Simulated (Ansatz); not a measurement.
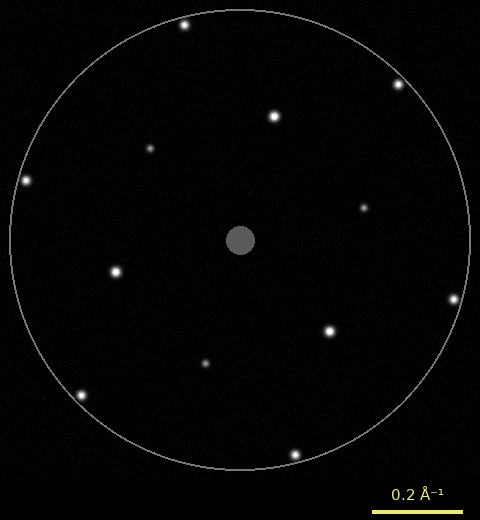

Simulated LEED pattern at 60 eV and normal incidence, from the upper face of a slab model. Spot positions follow from the surface net; brightness is a rough single-scattering estimate from the outer layers, good only for telling present from absent.

What surface net do the spots show?

Answer. The spots form a hexagonal reciprocal net with shortest vectors 0.287 and 0.287 Å⁻¹ at 60.0°. The primitive real-space mesh has edges 4.02 and 4.02 Å at 60.0° (or its supplement) and area 14.0 Å².

The slab has composition Ge (2 atoms a cell, 0.7 Å thick). Structure: the input geometry of an electronic-structure calculation (not necessarily at equilibrium); the starting structure was generated, so it need not be a known form of this composition.

```xyz
2
Lattice="4.0224 0.0000 0.0000 -2.0112 3.4835 0.0000 0.0000 0.0000 28.0000" Properties=species:S:1:pos:R:3 pbc="T T T"
Ge    0.0000    2.3223   14.3420
Ge    2.0112    1.1612   13.6580
```

Which atoms form the outermost layer?

Answer. The highest atoms of the upper face (within 0.6 Å of the top) are Ge; the spot positions alone do not show this.
